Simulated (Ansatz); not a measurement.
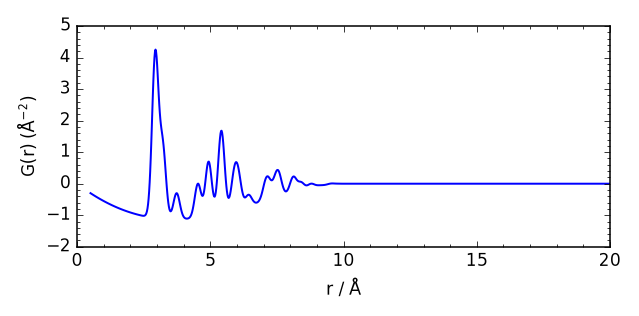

Simulated X-ray pair distribution function, G(r) = R(r)/r − 4πρ₀r, summed over the atomic distances of the structure with each pair weighted by the product of the atomic numbers (X-ray weights at Q = 0); every distance is a Gaussian of σ = 0.12 Å, for spherical particles of Ge with the bulk structure: the bulk G(r) is multiplied by the envelope of a sphere of diameter D, 1 − 3r/2D + r³/2D³, with no surface relaxation. The number density is 0.0516 atoms per Å³. Structure used: the end point of a relaxation with DFT PBE, scalar-relativistic, plane waves, PAW in Ansatz 0.2.0; the starting structure was generated, so it need not be a known form of this composition.

### Estimate the particle diameter.

About 10 Å (1.0 nm): the signal vanishes at r = D, fading from view somewhat earlier.

### Roughly how many atoms does one particle hold?

About 27 (number density 0.0516 Å⁻³ times πD³/6).
